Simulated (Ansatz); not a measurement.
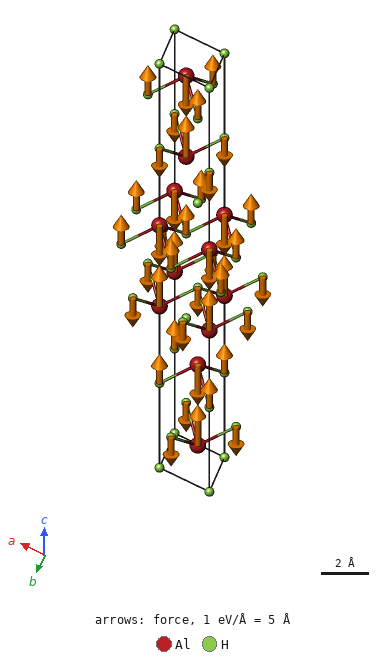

Starting geometry of a crystal of Al₂H₃ (built on the tetradymite_166 type) (coarse preliminary run) with the computed forces as orange arrows. A ball-and-stick model of the conventional cell (3 times the calculation's cell), seen from a free direction. Lengths and directions refer to the drawn axes.

Case: tetradymite type (R-3m, No. 166).

Theory: Ansatz, DFT PBE, scalar-relativistic, plane waves, PAW. Settings: plane-wave cutoff 420 eV; k-point mesh 6 × 6 × 6; occupations gaussian; smearing width 0.1 eV; no spin polarisation; cell and atoms relaxed; force threshold 0.04 eV/Å; at most 70 steps.

> What follows when this structure is relaxed?

It isn't relaxed: the largest force vector, on Al atoms, is 0.41 eV/Å. The atoms end up moving mostly along the starting forces (cosine between the two patterns 0.92). Over 10 accepted moves (12 points after the start) the energy falls by 0.544 eV per cell of the calculation. The largest force component goes from 0.41 to 0.034 eV/Å. Pressure: −6.17 GPa at the start and 0.03 GPa at the end. The line search rejected the trial step at point 9 of the run. The SCF was repeated once at an unchanged geometry on a basis and grid sized afresh for the cell, which shifted the energy by 7.7 meV per cell of the calculation at most. The largest moves relative to the cell, 0.20 Å, are those of H atoms. Largest moves by element: H 0.20 Å, Al 0.12 Å. The drawn cell changes as follows: a = b 2.900 → 3.173 Å (+9.4 %), c 20.166 → 15.567 Å (−22.8 %); the volume changes by −7.6 %. Near-neighbour distances that change, for instance: Al–H 2.033 → 1.918 Å. The space group stays R-3m (No. 166).
